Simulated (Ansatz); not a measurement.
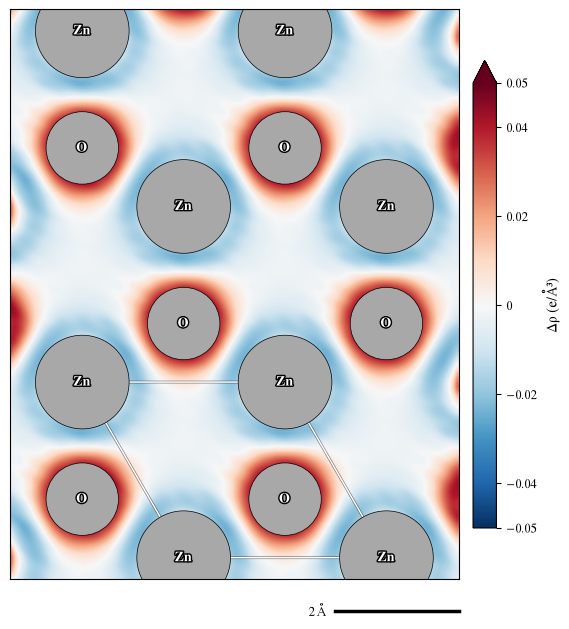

ZnO. Difference of the valence pseudo-densities of two functionals at the same geometry, on the (001) plane of the calculation cell: r2SCAN less LDA.

Both computed with Ansatz (plane waves, PAW), on the same k-point mesh. Grey discs cover the atomic cores.

```
Zn O
1.0
     3.28797    0.00000    0.00000
    -1.64398    2.84746    0.00000
     0.00000    0.00000    7.13044
Zn O
2 2
Cartesian
  0.0000 0.0000 1.7826
  0.0000 0.0000 5.3478
  1.6440 0.9491 5.3478
  0.0000 1.8983 1.7826
```

> Where does the change of functional move the electrons?

Against LDA, r2SCAN gives less density around Zn (−0.015 e/Å³ on average at 1.0 Å from the nucleus), more density around O (+0.022 e/Å³ on average at 0.7 Å from the nucleus) and a change of −0.015 e/Å³ at the midpoint of Zn–O.
